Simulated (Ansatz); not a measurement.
## Debugging a many-body input for Y2Ti2O7 (Fd-3m)

Aim: the G0W0 gap of Y2Ti2O7 (Fd-3m). The first input has a fault.

Program: Ansatz 0.2.0. Level of theory: G0W0 on LDA, plane waves, PAW. Results are calculated unless marked as measured.

## (1) The structure

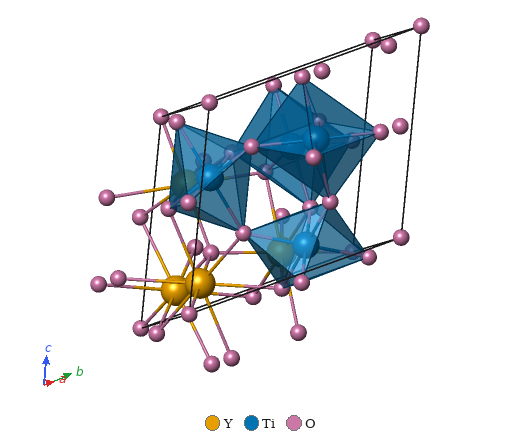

Start, viewed slightly off an axis; yttrium orange, titanium blue, oxygen pink. Bonds to atoms that aren't drawn are left out. Some periodic images of atoms are drawn too.

As a file:

```cif
data_structure
_symmetry_space_group_name_H-M 'P 1'
_symmetry_Int_Tables_number 1
_cell_length_a 7.1408
_cell_length_b 7.1408
_cell_length_c 7.1408
_cell_angle_alpha 60.000
_cell_angle_beta 60.000
_cell_angle_gamma 60.000
_cell_volume 257.47
loop_
_atom_site_label
_atom_site_type_symbol
_atom_site_fract_x
_atom_site_fract_y
_atom_site_fract_z
_atom_site_occupancy
Y1 Y 0.12500 0.12500 0.12500 1
Y2 Y 0.62500 0.12500 0.12500 1
Y3 Y 0.12500 0.12500 0.62500 1
Y4 Y 0.12500 0.62500 0.12500 1
Ti5 Ti 0.62500 0.62500 0.62500 1
Ti6 Ti 0.12500 0.62500 0.62500 1
Ti7 Ti 0.62500 0.62500 0.12500 1
Ti8 Ti 0.62500 0.12500 0.62500 1
O9 O 0.54545 0.95455 0.95455 1
O10 O 0.70455 0.29545 0.70455 1
O11 O 0.95455 0.54545 0.54545 1
O12 O 0.29545 0.70455 0.29545 1
O13 O 0.95455 0.54545 0.95455 1
O14 O 0.70455 0.70455 0.29545 1
O15 O 0.54545 0.95455 0.54545 1
O16 O 0.29545 0.29545 0.70455 1
O17 O 0.70455 0.29545 0.29545 1
O18 O 0.95455 0.95455 0.54545 1
O19 O 0.29545 0.70455 0.70455 1
O20 O 0.54545 0.54545 0.95455 1
O21 O 0.00000 0.00000 0.00000 1
O22 O 0.25000 0.25000 0.25000 1
```

Geometry: measured cell, ions relaxed with LDA. The runs that relaxed it are not among those shown. The default PAW set here is soft_2. Its files were made with PBE.

## (2) First try

File input.yaml:

```yaml
crystal:
  lattice:
    - [0.0, 5.0493, 5.0493]
    - [5.0493, 0.0, 5.0493]
    - [5.0493, 5.0493, 0.0]
  atoms:
    - { symbol: "Y", position: [0.125, 0.125, 0.125] }
    - { symbol: "Y", position: [0.625, 0.125, 0.125] }
    - { symbol: "Y", position: [0.125, 0.125, 0.625] }
    - { symbol: "Y", position: [0.125, 0.625, 0.125] }
    - { symbol: Ti, position: [0.625, 0.625, 0.625] }
    - { symbol: Ti, position: [0.125, 0.625, 0.625] }
    - { symbol: Ti, position: [0.625, 0.625, 0.125] }
    - { symbol: Ti, position: [0.625, 0.125, 0.625] }
    - { symbol: O, position: [0.5454541437, 0.9545458563, 0.9545458563] }
    - { symbol: O, position: [0.7045458563, 0.2954541437, 0.7045458563] }
    - { symbol: O, position: [0.9545458563, 0.5454541437, 0.5454541437] }
    - { symbol: O, position: [0.2954541437, 0.7045458563, 0.2954541437] }
    - { symbol: O, position: [0.9545458563, 0.5454541437, 0.9545458563] }
    - { symbol: O, position: [0.7045458563, 0.7045458563, 0.2954541437] }
    - { symbol: O, position: [0.5454541437, 0.9545458563, 0.5454541437] }
    - { symbol: O, position: [0.2954541437, 0.2954541437, 0.7045458563] }
    - { symbol: O, position: [0.7045458563, 0.2954541437, 0.2954541437] }
    - { symbol: O, position: [0.9545458563, 0.9545458563, 0.5454541437] }
    - { symbol: O, position: [0.2954541437, 0.7045458563, 0.7045458563] }
    - { symbol: O, position: [0.5454541437, 0.5454541437, 0.9545458563] }
    - { symbol: O, position: [0.0, 0.0, 0.0] }
    - { symbol: O, position: [0.25, 0.25, 0.25] }
kpoints:
  mp_grid: { grid: [2, 2, 2] }
hamiltonian:
  xc: lda
scf:
  occupations: { method: fixed }
gw:
  n_empty_bands: 271
  ecut_chi: 60
  qp_bands: [v4, c4]
  qp_kpoints: band_edges
  screening: { model: contour_deformation }
magnetization:
  spin_polarized: true
```

Launch:

```sh
> ansatz run input.yaml --threads 24 --pin off --max-ram 82944MiB --backend cuda --events-out ev --progress --plain --runs-dir out --devices 1 --max-vram 78GiB
```

Numbers of over 12 decimals in the logs are rounded to 6 here.

Output:

```text
Error: gw: with magnetization.spin_polarized: true — the χ₀/Σ pipeline is wired for the unpolarised channel only — the per-channel sum is not implemented; use an unpolarised deck
```

Elapsed: 0.02 s, on 24 threads of Arm Neoverse V2, shared host; peak memory 0.018 GiB; 0.03 s of CPU time.

**Diagnosis.**

The input was rejected at the start.

The program's message: “Error: gw: with magnetization.spin_polarized: true — the χ₀/Σ pipeline is wired for the unpolarised channel only — the per-channel sum is not implemented; use an unpolarised deck”

The fault: spin polarisation. The physics allows it, but this program's G0W0 serves unpolarised insulators alone.

## (3) A better input

Now the one-shot GW correction: screening in the RPA, then the self-energy of the levels asked for.

Changes to input.yaml since step 2:

```diff
@@ -35,4 +35,4 @@
 gw:
-  n_empty_bands: 271
-  ecut_chi: 60
+  n_empty_bands: 450
+  ecut_chi: 84
   qp_bands: [v4, c4]
@@ -40,3 +40 @@
   screening: { model: contour_deformation }
-magnetization:
-  spin_polarized: true
```

Output:

```text
GPUs: using 1 of 1 available (devices: 1).
[...]
Crystal: 22 atoms, lattice volume = 257.468 Å³
Basis set: ecut = 420 eV, 5029 PW (Γ)
Bands: 110, of which v1, the nominal top of the filled ones, is band 88 counted from 1 (87 counted from 0)
Symmetry: 48 space group operations
[...]
k-points: 3 of 8
[...]
SCF iter   1: F=—  HF=-32598.058813 eV  |F-HF|=—  |Δ(HF+E_count)|=         —  Δρ=1.78e-2  dr2=7.16e-1  ethr=1.77e-3  ⟨swp⟩=3.3  Hψ=1100  notcnv=0  defer=42
[...]
SCF iter   8: F=-32597.885712 eV  HF=-32597.885712 eV  |F-HF|=7.09e-10  |Δ(HF+E_count)|=   2.27e-7  Δρ=2.77e-6  dr2=1.86e-8  ethr=5.68e-11  ⟨swp⟩=11.0  Hψ=1095  notcnv=0
SCF 1 converged in 8 iterations: F = -32597.885712 eV  dr2 = 1.86e-8
[...]
NSCF: frozen V_eff on 3 k-points
[...]
SCF converged after 8 iterations
[...]
0    85      8.4275   -25.7534     4.9584   -20.6998  0.7230     8.3321     8.3323  root
     0    86      9.2511   -26.5025     4.7642   -21.7525  0.7370     9.2652     9.2652  root
     0    87      9.2511   -26.5025     4.7642   -21.7525  0.7370     9.2652     9.2652  root
     0    88      9.2511   -26.5025     4.7642   -21.7525  0.7370     9.2652     9.2652  root
     0    89     12.0438   -13.4882    -6.9452   -22.3041  0.7287    14.0037    13.9146  root
     0    90     12.0438   -13.4882    -6.9452   -22.3041  0.7287    14.0037    13.9146  root
     0    91     12.2163   -12.8565    -6.4953   -21.0445  0.7294    13.9831    13.9090  root
     0    92     12.2475   -13.3642    -7.3354   -22.5730  0.7187    14.2226    14.1209  root ?
     1    85      8.7887   -25.4648     4.7646   -20.6566  0.7258     8.7451     8.7451  root
[...]
2    89     12.4269   -13.3708    -6.7788   -21.9012  0.7213    14.2655    14.1784  root
     2    90     12.4269   -13.3708    -6.7788   -21.9012  0.7213    14.2655    14.1784  root
     2    91     12.5238   -14.0737    -6.8425   -22.7140  0.7173    14.4136    14.3215  root
     2    92     12.5238   -14.0737    -6.8425   -22.7140  0.7173    14.4136    14.3215  root
```

Run time: 3.1 s. Hardware: 1 × NVIDIA GB200 (shared by 2 runs) with 24 threads; peak memory 1.6 GiB; 6.6 s of CPU time.

Reading the cycles: dr2 is the Hartree energy of the density residual (eV), the measure of convergence; HF is the Harris–Foulkes estimate of the energy, which meets the free energy F at convergence.

Numbers from this step:

```
bands summed                                 : 538
RPA ε∞ on this mesh (eigenvalues)            : 6.235, 6.235, 6.235
plane waves in the screening matrix          : 459
q-points in the mesh                         : 8
G0W0 gap on the mesh                         : 4.644 eV
k of the valence top                         : 0, 0, 0
k of the conduction bottom                   : 0, 0, 0
starting gap on the mesh                     : 2.782 eV
Z at the valence top                         : 0.7370
Z at the conduction bottom                   : 0.7294
least direct G0W0 gap on the computed points : 4.644 eV
```

The gap on the mesh goes from 2.78 eV to 4.64 eV, a correction of +1.86 eV, though a band edge has moved to another state.

## (4) Results

```json
{
  "first try": "refused after 0.02 s",
  "better run": "G0W0 gap on the mesh 4.64 eV (2×2×2 mesh, 450 empty bands, screening to 84 eV)"
}
```

What this shows: The second run differs in: empty bands, screening cutoff (eV) and spin polarised. Bands and cutoff are finite, so the gap is not at the basis limit. The miss can reach some tenths of an eV and take either sign; the mesh is an error of its own. The 2×2×2 mesh is coarse for this cell (its supercell is 14 Å along the shortest edge). The RPA ε∞ on it, from the LDA start, is 6.24; such meshes misread the long-range screening, most where the gap is narrow. The many-body steps are scalar-relativistic: spin-orbit coupling is not in them.

[Paths, hosts, dates, memory and timing lines, banners, echoed tables and standing remarks are left out of the program output.]

[Logs are printed without paths, hosts, clocks, repeated set-up lines and the standing remarks that a program may print on its own settings, such as how far it seeks lower states.]

[Runs of the session that timed out or met a known fault of the program may be left out.]

[Cells called generated may have been cut or substituted from an entry of the Crystallography Open Database or the Materials Project.]

[No measured gap is set beside runs whose start may be inverted or whose files or cutoffs have a known fault.]

[Hosts, paths, dates, database ids (printed as entryN), source tags and the programs' standing remarks are cut or masked in the printed files.]
